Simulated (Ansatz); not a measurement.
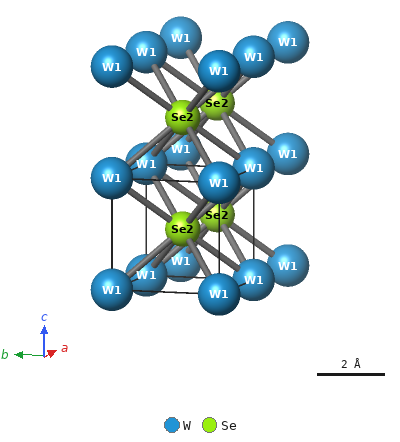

The structure (ball-and-stick view of the cell of the calculation, repeated 2 × 1 × 2, seen at an oblique angle; atoms are numbered from 1 in the order of the input). An atom can appear more than once, as a periodic image.

Single-point calculation of WSe

- system: WSe (Pm-3m, 2 atoms in the cell)
- method: DFT PBEsol, scalar-relativistic, plane waves, PAW, no spin polarisation (Ansatz 0.2.0)

The structure was built on a prototype by a generator; it need not be a known phase. It belongs to a series of runs on one base structure; here: volume nm: 1.3 V/V0. Figures and captions count atoms from 1; the log counts them from 0 in places.

**The input**
```yaml
crystal:
  lattice:
    - [3.3965694578, 0.0, 0.0]
    - [0.0, 3.3965694578, 0.0]
    - [0.0, 0.0, 3.3965694578]
  atoms:
    - { symbol: W, position: [0.0, 0.0, 0.0] }
    - { symbol: Se, position: [0.5, 0.5, 0.5] }
basis:
  ecutwfc: 420
kpoints:
  mp_grid: { grid: [14, 14, 14] }
hamiltonian:
  xc: pbesol
scf:
  occupations: { method: gaussian, width: 0.1 }
  lower_state_search: "off"
output:
  forces: true
  stress: true
  eigenvalues: true
  write_density: true
  write_potential: true
  elf: true
  volumetric_format: npy
```

Run on 1 thread of Intel Xeon @ 2.50GHz (Skylake/Cascade Lake), 189 GiB of memory available, shared host.

Launched with:
```bash
ansatz run input.yaml --threads 1 --pin off --max-ram 2560MiB --backend cpu --events-out ev --progress --plain --runs-dir out
```

**The program's output**
```
Engine: ansatz 0.2.0, x86_64-unknown-linux-gnu
Pseudopotentials: kind: paw
Pseudopotential: W, paw, valence charge 14, recommended cutoff 420 eV (normal), W.paw.azcp
Pseudopotential: Se, paw, valence charge 16, recommended cutoff 420 eV (normal), Se.paw.azcp
Functional definition: PBEsol
  exchange = pbesol_x
  correlation = pbesol_c
Crystal: 2 atoms, lattice volume = 39.185 Å³
Basis set: ecut = 420 eV, 751 PW (Γ), exchange–correlation on 48×48×48 points (8 copies of the dense FFT grid, shifted against one another)
Bands: 19, of which v1, the nominal top of the filled ones, is band 15 counted from 1 (14 counted from 0)
Symmetry: 48 space group operations
Space group: Pm-3m (ITA 221), of the structure as read, at distance tolerance 3.4e-5 Å
k-points: 120 of 2744
Non-local potential: W, projectors of the file, l = 0: 3, l = 1: 2, l = 2: 2, l = 3: 1
Non-local potential: Se, projectors of the file, l = 0: 2, l = 1: 2, l = 2: 3, l = 3: 1
PAW form: soft (Blöchl's): semilocal exchange-correlation on the pseudo side does not see the compensation charge
PAW frozen core: W, regenerated for the run's functional, and the local potential with it (the file was generated under x = pbe(κ = 0.804, μ = 0.2195149727645171), c = pbe(β = 0.06672455060314922))
PAW frozen core: Se, regenerated for the run's functional, and the local potential with it (the file was generated under x = pbe(κ = 0.804, μ = 0.2195149727645171), c = pbe(β = 0.06672455060314922))
PAW one-centre angular grid: W, 590 points (default); XC on 64 Gauss nodes
PAW one-centre angular grid: Se, 590 points (default); XC on 64 Gauss nodes
Initial density: superposition of atomic densities (neutral atoms: chi_scale 0, normalization atom), corrected by the library's trained network
Initial wavefunctions: pseudopotential atomic-orbital guess
Functional: x = pbesol(κ = 0.804, μ = 0.12345679012345678), c = pbesol(β = 0.046)
SCF iter   1: F=—  HF=-15678.857238 eV  |F-HF|=—  |Δ(HF+E_count)|=         —  Δρ=4.50e-3  dr2=9.90e-3  ethr=1.77e-3  ⟨swp⟩=5.3  Hψ=9638  notcnv=0
preconditioner: auto → none  [metal: Δε(μ)=0.007 eV  Ē_g=7.035 eV  σ=0.100 eV  W_gap=0.04  n_scr=6 (ndim 8)  ℏωp=20.5 eV  f_vac=0.000  D(μ)=2.11/eV (n_scr^D=18)  sad-step TF]
SCF iter   2: F=—  HF=-15678.856432 eV  |F-HF|=—  |Δ(HF+E_count)|=   8.06e-4  Δρ=2.92e-3  dr2=4.72e-3  ethr=3.30e-5  ⟨swp⟩=2.4  Hψ=4730  notcnv=0
SCF iter   3: F=—  HF=-15678.855723 eV  |F-HF|=—  |Δ(HF+E_count)|=   7.10e-4  Δρ=5.46e-4  dr2=1.65e-4  ethr=1.57e-5  ⟨swp⟩=1.9  Hψ=2504  notcnv=0
SCF iter   4: F=—  HF=-15678.855680 eV  |F-HF|=—  |Δ(HF+E_count)|=   4.25e-5  Δρ=1.14e-4  dr2=2.67e-6  ethr=5.51e-7  ⟨swp⟩=2.0  Hψ=3721  notcnv=0
SCF iter   5: F=—  HF=-15678.855667 eV  |F-HF|=—  |Δ(HF+E_count)|=   1.29e-5  Δρ=1.15e-5  dr2=6.81e-8  ethr=8.89e-9  ⟨swp⟩=2.1  Hψ=2876  notcnv=0
SCF iter   6: F=-15678.855667 eV  HF=-15678.855667 eV  |F-HF|=3.86e-10  |Δ(HF+E_count)|=   1.94e-8  Δρ=1.57e-6  dr2=4.46e-10  ethr=2.27e-10  ⟨swp⟩=5.6  Hψ=13509  notcnv=0
SCF 1 converged in 6 iterations: F = -15678.855667 eV  dr2 = 4.46e-10
  greatest PAW one-centre occupation: 1.000 electrons in one spin orbital (limit 2), on the Se atom at site 1 (counted from 0), in its partial waves of l = 2
```

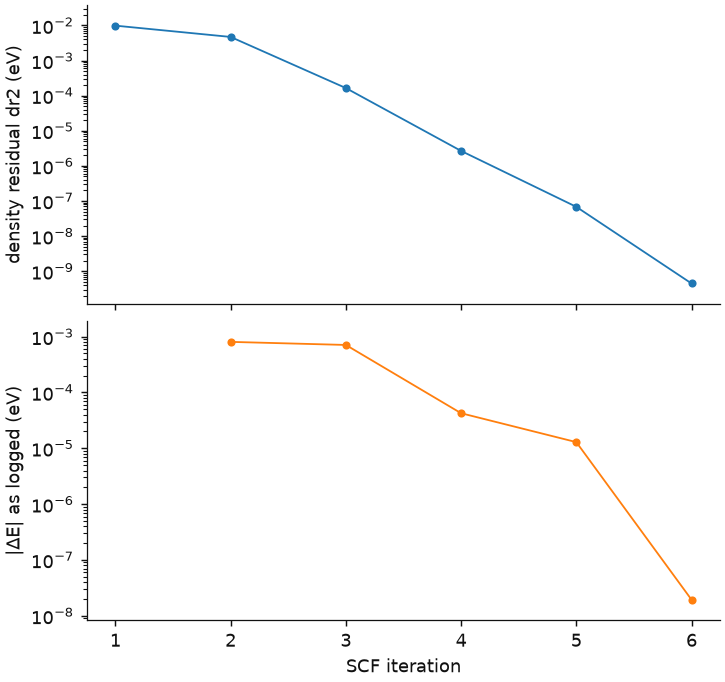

Convergence of the self-consistent field: density residual dr2 and size of the energy change against the SCF iteration. The residual falls at every step.

```
SCF converged after 6 iterations
Free energy (F): -15678.855667 eV
Harris-Foulkes:  -15678.855667 eV  (|F-HF|=3.86e-10)
Internal energy: -15678.845021 eV  (E = F + TS)
E sigma→0 (E₀):  -15678.850344 eV
Entropy (-TS):   -0.010646 eV (-5.323 meV/atom)
Fermi energy:    15.141931 eV
--- Per-component energies (eV) ---
  E_band       = -477.200811
  E_kinetic    = 559.262764
  E_local      = -2801.470105  (includes V_loc(G=0)·N_el)
  E_nonlocal   = -585.235487
  E_hartree    = 1297.189204
  E_xc         = -363.512934
  E_vxc        = -330.333041  (∫ρ·V_xc dr)
  E_paw        = -10306.286579  (= ΣΔE_a)
  E_vpaw       = 86.198195  (= ΣTr[D̂ρ^β])
  E_aug_tail   = -0.000678  (compensation charges beyond the density's cutoff)
  E_ewald      = -3480.021450
  E_core_change = 1.230243  (= ΣΔE_core)
  E_smearing   = -0.010646  (= −TS)
  E_closure    = 0.000000  (closes the sum)
  Σ components = -15678.855667   (vs F -15678.855667, Δ=0.00e0)
--- Forces (eV/Å), atoms counted from 1 ---
  atom   1  W     -0.00000000    -0.00000000     0.00000000
  atom   2  Se    -0.00000000     0.00000000    -0.00000000
  max |Σ_I F_I| component: 1.36e-30 eV/Å
--- Stress (GPa, compression-positive) ---
      -31.435070       0.000000       0.000000
       -0.000000     -31.435070      -0.000000
        0.000000      -0.000000     -31.435070
  P = ⅓ Tr σ = -31.4351 GPa (-314.351 kbar)
--- Band table (eV; the first three rows and the last of 120) ---
  k-point 0: bands = ["-59.3660", "-33.8706", "-33.8706", "-33.8670", "-33.8670", "-33.8670", "-23.4823", "-23.4823", "-23.4823", "-0.2609", "12.4076", "12.4076", "13.1079", "13.1079", "13.1079", "14.7709", "15.8647", "15.8647", "15.8647"]
  k-point 1: bands = ["-59.3659", "-33.8706", "-33.8705", "-33.8670", "-33.8670", "-33.8670", "-23.4874", "-23.4818", "-23.4818", "-0.2128", "11.8668", "12.4377", "13.0228", "13.0228", "13.1560", "15.3557", "15.8768", "15.9852", "15.9852"]
  k-point 2: bands = ["-59.3655", "-33.8706", "-33.8701", "-33.8672", "-33.8672", "-33.8670", "-23.5017", "-23.4806", "-23.4806", "-0.0729", "10.8025", "12.5243", "12.8103", "12.8103", "13.4744", "15.9109", "16.3063", "16.3063", "16.3610"]
  k-point 119: bands = ["-59.3573", "-33.8685", "-33.8685", "-33.8685", "-33.8666", "-33.8666", "-23.5596", "-23.5596", "-23.5596", "2.4150", "8.8677", "8.8677", "8.8677", "17.2699", "17.2699", "17.2699", "17.3161", "17.3161", "18.8858"]
```

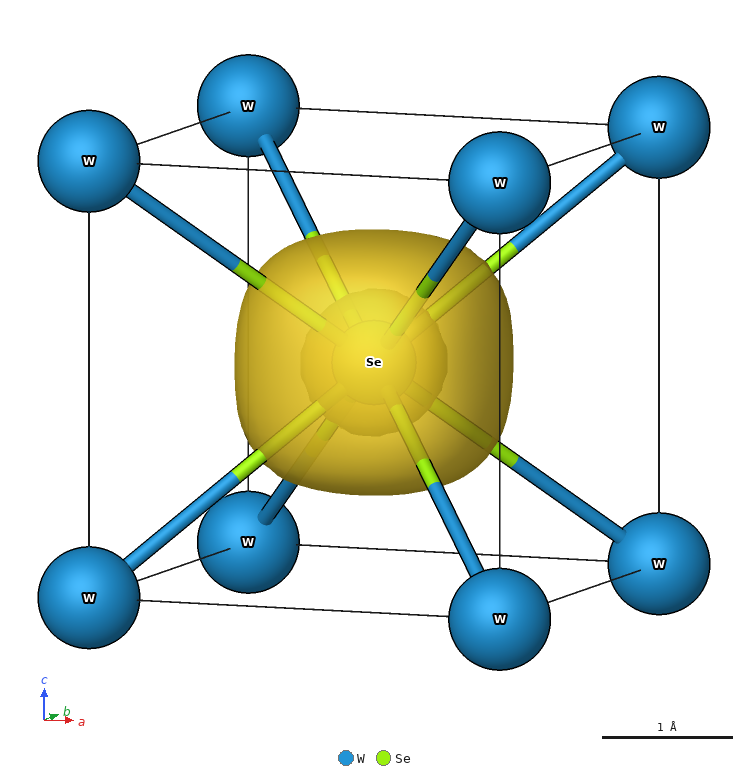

Isosurface of the ELF at 0.65 (yellow), seen slightly off an axis. Core shells and regions of very low density are left out. Sticks mark near contacts. The outline is the cell set on symmetry axes. Along the contacts the grid gives the following. W–Se (2.94 Å): the ELF is about 0.35 at the midpoint. Core electrons are frozen (PAW), so the fields are smoothed inside the atomic spheres.

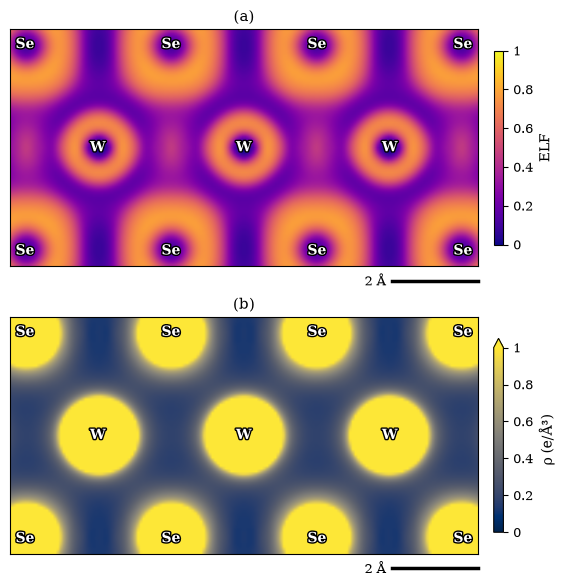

(a) ELF; (b) valence pseudo-density on the (101̄) plane of the conventional cell. Atoms in the plane: W and Se. W–Se (2.94 Å): ρ at the midpoint is about 0.26 e/Å³; the ELF is about 0.35 at the midpoint. Away from the nuclei the density in this plane falls to 0.12 e/Å³ at its lowest. The strong features right at W lie inside the PAW spheres (semicore, d or f shells) and say nothing about bonding.

**Key numbers**

- outcome: converged
- space group (tolerance 0.01 Å): Pm-3m (221)
- electrons treated: 30
- free energy: −15678.8557 eV
- Fermi energy: 15.142 eV
- gap on the k-point mesh: none (metallic)
- pressure: −31.44 GPa
- largest force (length of the vector): under 0.001 eV/Å
- wall time: 11 s
- peak memory: 0.39 GiB

**Remarks**

Spin–orbit coupling is left out, which matters for W. The cell is under a tension of 31 GPa at this level, so it is not at its equilibrium volume.
